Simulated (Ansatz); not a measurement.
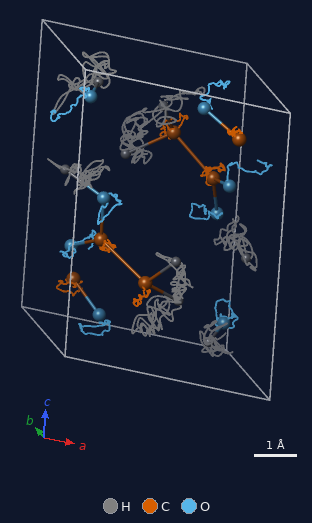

A Born-Oppenheimer molecular dynamics run of a 22-atom cell of H₄C₃O₄, 292 fs long. It starts from the last geometry of an earlier run, with fresh velocities. Lines trace each atom's path, in the colour of its element; spheres stand at the starting positions. Seen slightly off an axis in the simulation cell.

All numbers below come from DFT PBE, scalar-relativistic, plane waves, PAW (Ansatz 0.2.0). Set-up: plane-wave cutoff 420 eV; k-point mesh 2 × 2 × 1; Fermi-Dirac smearing 0.05 eV; low-accuracy preset; Langevin thermostat (NVT); set temperature 1120 K; time step 0.75 fs; friction 0.01 per fs.

How do the atoms move?

In the second half of the run the atoms are, in the root-mean-square, this far from where they began (common drift taken out): H 0.79 Å, O 0.76 Å, C 0.36 Å. The heavy atoms stay within a fraction of a molecule's size of their starting places; so short a run doesn't tell a liquid from a solid. Bond changes: one H–O contact opens and closes in turn; 3 H–O bonds break between 40 fs and 64 fs; 2 H–O bonds form between 60 fs and 76 fs. Over the second half the temperature averages 1264 K (spread ±171 K). The potential energy is still drifting at the end, so the run hasn't reached equilibrium. The potential energy in the second half lies on average 6.1 meV per atom above the first frame.

Limits of the set-up: the program's low-accuracy preset was used.

The run took 16 min on 1 thread of Arm Neoverse V1 (shared host), peak memory 0.45 GiB.
